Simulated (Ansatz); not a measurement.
Ga: several calculations on one system

**1. Relaxation**

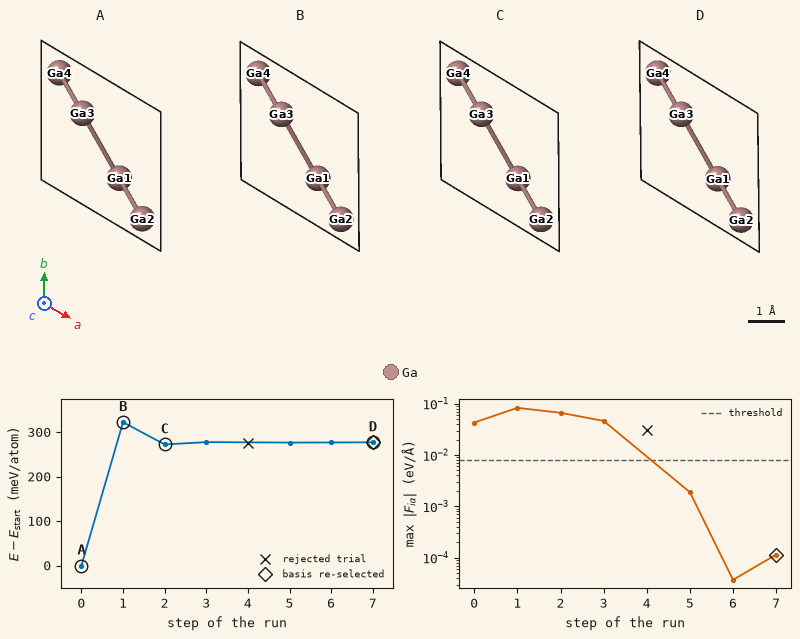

Frames of a relaxation of solid Ga (set up in Cmce), marked on the history of the run. The picture is a ball-and-stick view of the cell of the calculation, seen along the c axis.

Case: relaxed at 90 GPa.

Method: DFT r2SCAN, scalar-relativistic, plane waves, PAW in Ansatz 0.2.0.

Input file:
```yaml
crystal:
  lattice:
    - [1.9079045853, -3.3649271847, 0.0]
    - [1.9079045853, 3.3649271847, 0.0]
    - [0.0, 0.0, 3.9094577728]
  atoms:
    - { symbol: Ga, position: [0.653793913, 0.346206087, 0.4201764918] }
    - { symbol: Ga, position: [0.846206087, 0.153793913, 0.9201764918] }
    - { symbol: Ga, position: [0.346206087, 0.653793913, 0.5798235082] }
    - { symbol: Ga, position: [0.153793913, 0.846206087, 0.0798235082] }
basis:
  ecutwfc: 500
kpoints:
  mp_grid: { grid: [12, 12, 12] }
hamiltonian:
  xc: r2scan
scf:
  occupations: { method: gaussian, width: 0.1 }
output:
  forces: true
  stress: true
  eigenvalues: true
  write_density: true
  write_potential: true
  elf: true
  volumetric_format: npy
relax:
  adjacent_minimum: "off"
  f_tol: 0.008
  max_steps: 50
  cell: { stress_tol: 0.08, p_target: 90.0 }
```

Launched with:
```bash
ansatz run input.yaml --threads 1 --pin off --max-ram 2560MiB --backend cpu --events-out ev --progress --plain --runs-dir out
```

Q: What happens along the run?

A: Over 5 accepted moves (7 points after the start) the energy rises by 277 meV per atom. With the target pressure of 90 GPa, the enthalpy E + pV changes by −29.4 meV per atom. The largest force component goes from 0.043 to 0.00012 eV/Å. The pressure goes from 74.15 to 89.98 GPa. The line search rejected the trial step at point 4 of the run. The SCF was repeated once at an unchanged geometry on a basis and grid sized afresh for the cell, which shifted the energy by 0.3 meV per atom at most. The largest moves relative to the cell, 0.030 Å, are those of Ga1, Ga2, Ga3 and Ga4. Ga3 goes roughly along [0 −1 −3]. The volume changes by −4.3 %, with a = b 3.868 → 3.855 Å (−0.3 %), c 3.909 → 3.819 Å (−2.3 %), γ 120.9° → 122.2°. Among the contacts that change: Ga1–Ga3 2.389 → 2.348 Å, Ga1–Ga3 (another image) 2.162 → 2.130 Å, Ga1–Ga2 2.345 → 2.321 Å, Ga1–Ga4 2.326 → 2.304 Å. The space group stays Cmce (No. 64). From step 0 to 1: Ga atoms move most (0.02 Å), volume −5.0 %, energy +322 meV per atom. From step 1 to 2: volume +0.7 %, energy −50.1 meV per atom. From step 2 to 7: energy +4.8 meV per atom.

| step | E − E(0), meV/atom | largest force component, eV/Å | pressure, GPa | volume, Å³/atom | note |
| --- | --- | --- | --- | --- | --- |
| 0 | 0.00 | 0.0430 | 74.15 | 12.549 |  |
| 1 | 322.40 | 0.0830 | 92.95 | 11.925 |  |
| 2 | 272.27 | 0.0665 | 90.00 | 12.013 |  |
| 3 | 277.58 | 0.0462 | 90.13 | 12.002 |  |
| 4 | 276.23 | 0.0306 | 89.80 | 12.005 | rejected |
| 5 | 276.51 | 0.0019 | 89.98 | 12.004 |  |
| 6 | 276.74 | 0.0000 | 90.00 | 12.004 |  |
| 7 | 277.09 | 0.0001 | 89.98 | 12.004 | same geometry, new basis |

**2. Relaxation**

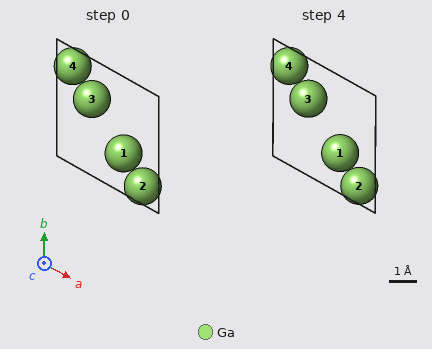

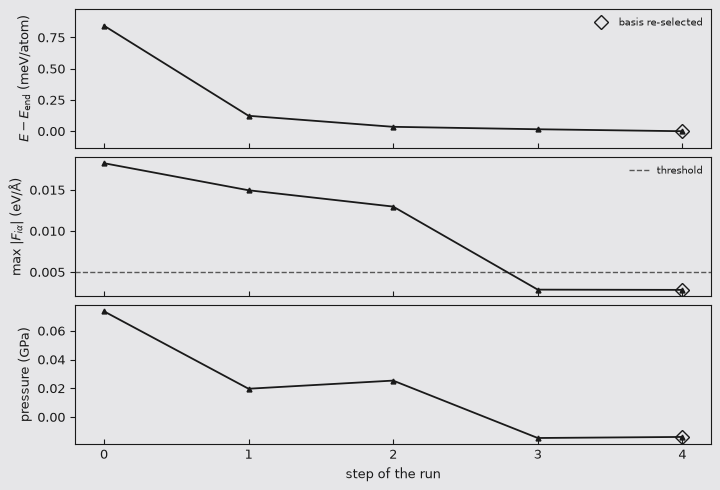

First and last geometry of a relaxation of a crystal of Ga (set up in Cmce), with the history of the run. The picture is a spheres-only view of the cell of the calculation, seen along the c axis.

Theory: Ansatz, DFT r2SCAN, scalar-relativistic, plane waves, PAW.

Input
```yaml
crystal:
  lattice:
    - [2.2160233304, -3.7989918401, 0.0]
    - [2.2160233304, 3.7989918401, 0.0]
    - [0.0, 0.0, 4.55550353]
  atoms:
    - { symbol: Ga, position: [0.65569572, 0.34430428, 0.41540139] }
    - { symbol: Ga, position: [0.84430428, 0.15569572, 0.91540139] }
    - { symbol: Ga, position: [0.34430428, 0.65569572, 0.58459861] }
    - { symbol: Ga, position: [0.15569572, 0.84430428, 0.08459861] }
basis:
  ecutwfc: 500
kpoints:
  mp_grid: { grid: [12, 12, 10] }
hamiltonian:
  xc: r2scan
scf:
  occupations: { method: gaussian, width: 0.1 }
output:
  forces: true
  stress: true
  eigenvalues: true
relax:
  adjacent_minimum: "off"
  f_tol: 0.005
  max_steps: 80
  cell: { stress_tol: 0.05 }
```

Command:
```bash
ansatz run input.yaml --threads 1 --pin off --max-ram 2560MiB --backend cpu --events-out ev --progress --plain --runs-dir out
```

Question: Read the history and describe the run.

Answer: It converged. No atom moves by more than 0.005 Å relative to the cell. The drawn cell changes as follows: a = b 4.398 → 4.408 Å (+0.2 %), c 4.556 → 4.518 Å (−0.8 %), γ 119.5° → 118.9°; the volume changes by +0.2 %. Near-neighbour distances that change, for instance: Ga1–Ga2 2.691 → 2.672 Å, Ga1–Ga3 2.749 → 2.764 Å, Ga1–Ga4 2.680 → 2.691 Å. The space group stays Cmce (No. 64). Over 3 accepted moves (4 points after the start) the energy falls by 0.8 meV per atom. The largest force component goes from 0.018 to 0.0028 eV/Å. The pressure goes from 0.07 to −0.01 GPa. The SCF was repeated once at an unchanged geometry on a basis and grid sized afresh for the cell, which shifted the energy by less than 0.05 meV per atom at most. The run took 2.7 min on 1 thread of Intel(R) Xeon(R) 6975P-C (Granite Rapids), on a shared host, peak memory 1.1 GiB.

**3. A change**

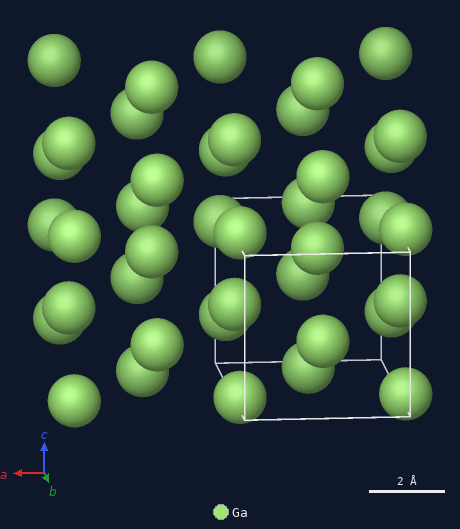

The starting point is a crystal of Ga (set up in Cmce). A spheres-only model of the conventional cell (2 times the calculation's cell), repeated 2 × 1 × 2 with one cell outlined, seen from a free direction. Lengths and directions refer to the drawn axes.

Level of theory: DFT r2SCAN, scalar-relativistic, plane waves, PAW in Ansatz 0.2.0. (plane-wave cutoff 500 eV; k-point mesh 12 × 12 × 10; occupations gaussian; smearing width 0.1 eV; no spin polarisation)

The variant: The crystal is put under a hydrostatic pressure of 50 GPa. Cell and atoms are relaxed at that pressure.

Input
```yaml
crystal:
  lattice:
    - [1.9965097832, -3.4669545757, 0.0]
    - [1.9965097832, 3.4669545757, 0.0]
    - [0.0, 0.0, 4.0792133661]
  atoms:
    - { symbol: Ga, position: [0.6545162566, 0.3454837434, 0.4168959359] }
    - { symbol: Ga, position: [0.8454837434, 0.1545162566, 0.9168959359] }
    - { symbol: Ga, position: [0.3454837434, 0.6545162566, 0.5831040641] }
    - { symbol: Ga, position: [0.1545162566, 0.8454837434, 0.0831040641] }
basis:
  ecutwfc: 500
kpoints:
  mp_grid: { grid: [12, 12, 10] }
hamiltonian:
  xc: r2scan
scf:
  occupations: { method: gaussian, width: 0.1 }
output:
  forces: true
  stress: true
  eigenvalues: true
relax:
  adjacent_minimum: "off"
  f_tol: 0.008
  max_steps: 50
  cell: { stress_tol: 0.08, p_target: 50.0 }
```

Launched with:
```bash
ansatz run input.yaml --threads 1 --pin off --max-ram 2560MiB --backend cpu --events-out ev --progress --plain --runs-dir out
```

Question: What is the effect?

Answer: It costs 631 meV per atom. Pressure: 0.0 GPa before, 50.0 GPa after. Cell: a 4.479 → 3.919 Å (−12.5 %), b 7.594 → 6.912 Å (−9.0 %), c 4.518 → 4.015 Å (−11.1 %). Volume −29.2 %. The largest moves relative to the cell, 0.025 Å, are those of Ga1, Ga2, Ga3 and Ga4. Ga1 goes along [0 1 2]. Among the bonded contacts that change: Ga–Ga 2.764 → 2.453 Å, Ga–Ga 2.691 → 2.389 Å, Ga–Ga 2.490 → 2.220 Å, Ga–Ga 2.672 → 2.408 Å. The space group stays Cmce (No. 64).

The changed structure in the same view:

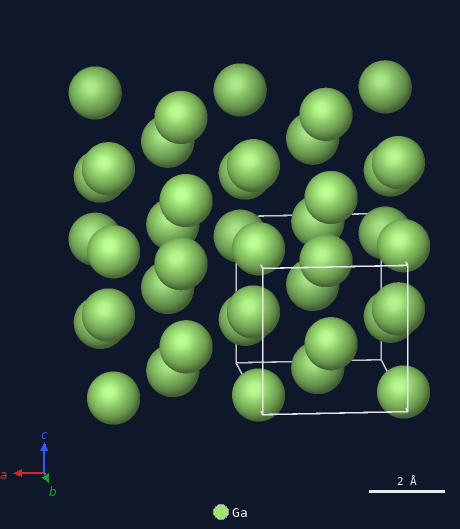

**4. Series**

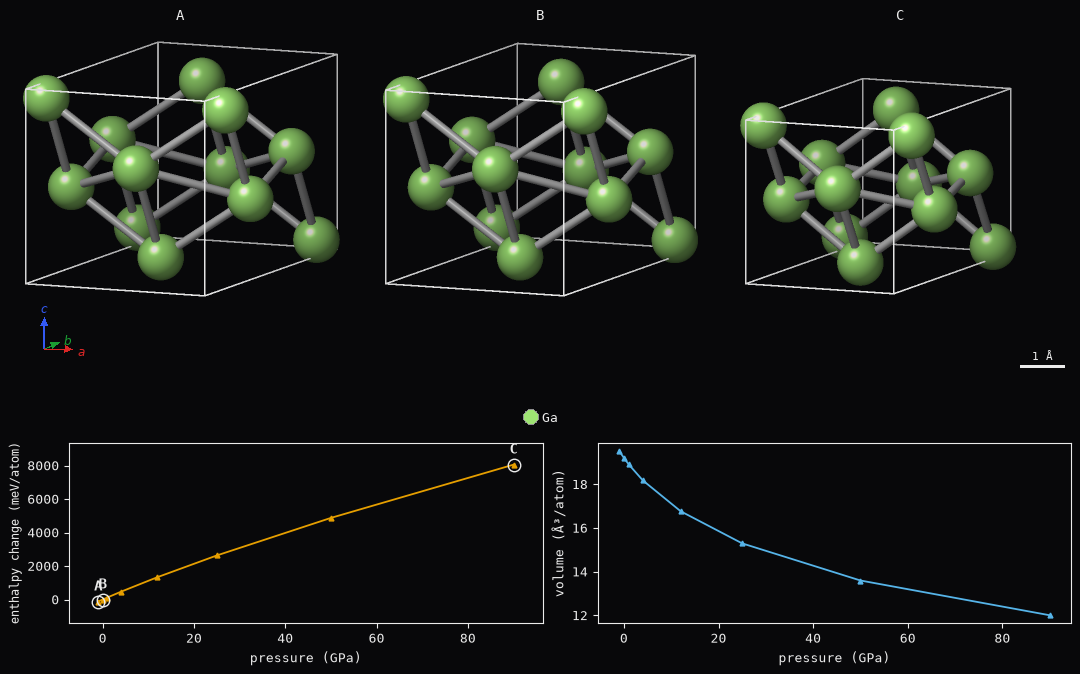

Members of a series of calculations on crystalline Ga (set up in Cmce), marked on the first curve. Style: ball-and-stick. Shown: the conventional cell (2 times the calculation's cell), slightly off an axis. Lengths and directions refer to the drawn axes.

All numbers below come from DFT r2SCAN, scalar-relativistic, plane waves, PAW in Ansatz 0.2.0. Settings: plane-wave cutoff 500 eV; occupations gaussian; smearing width 0.1 eV; no spin polarisation. The k-mesh is chosen for each cell (12×12×10, 12×12×12).

**Describe the series.**

The structure is relaxed at several pressures. A (pressure −1.0 GPa): enthalpy change −121 meV/atom, volume 19.52 Å³ per atom. B (pressure 0.0 GPa): enthalpy change 0.0 meV/atom, volume 19.21 Å³ per atom. C (pressure 90.0 GPa): enthalpy change 8051 meV/atom, volume 12.00 Å³ per atom. The rest compares A with C. The drawn cell changes as follows: a 4.505 → 3.724 Å (−17.3 %), b 7.632 → 6.751 Å (−11.5 %), c 4.543 → 3.819 Å (−15.9 %); the volume changes by −38.5 %. Near-neighbour distances before and after: Ga–Ga 2.779 → 2.348 Å, Ga–Ga 2.706 → 2.304 Å, Ga–Ga 2.504 → 2.130 Å.
